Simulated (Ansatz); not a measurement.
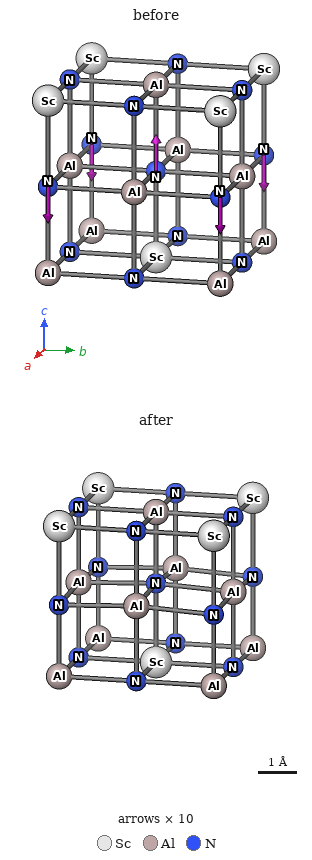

The structure of crystalline ScAl₃N₄ (a generated structure, set up in I4/mmm) (coarse preliminary run) before (top) and after (bottom) a relaxation, at one scale. The purple arrows give the displacements (the part carried along by the change of the cell is left out), magnified 10 times.

A ball-and-stick model of the atoms within 4.2 Å of the atom that moves most (axes of the conventional cell (2 times the calculation's cell)), seen slightly off an axis. Lengths and directions refer to the drawn axes.

These are results of DFT PBE, scalar-relativistic, plane waves, PAW in Ansatz, not measurements. Settings: plane-wave cutoff 420 eV; k-point mesh 6 × 6 × 6; occupations gaussian; smearing width 0.1 eV; no spin polarisation; cell and atoms relaxed; force threshold 0.04 eV/Å; at most 70 steps.

> Summarise the run.

The largest moves relative to the cell, 0.10 Å, are those of N atoms. Al and Sc stay in place. The drawn cell changes as follows: a = b 4.739 → 4.254 Å (−10.3 %), c 9.479 → 8.258 Å (−12.9 %); the volume changes by −29.8 %. Some distances before and after: Al–N 2.370 → 1.962 Å, Al–N 2.370 → 2.065 Å, N–Sc 2.370 → 2.127 Å, Al–N 2.370 → 2.129 Å. Among the angles between lasting bonds that change: N–Al–N 180.0° → 174.5°, Al–N–Al 180.0° → 174.5°, N–Al–N 90.0° → 87.2°. The space group stays I4/mmm (No. 139). The energy falls by 672 meV per atom in 5 accepted moves (7 points after the start). Largest force component: 0.78 eV/Å at the start, 0.00096 eV/Å at the end. The pressure goes from −38.25 to −0.01 GPa. The SCF was repeated twice at an unchanged geometry on a basis and grid sized afresh for the cell, which shifted the energy by 2.4 meV per atom at most.
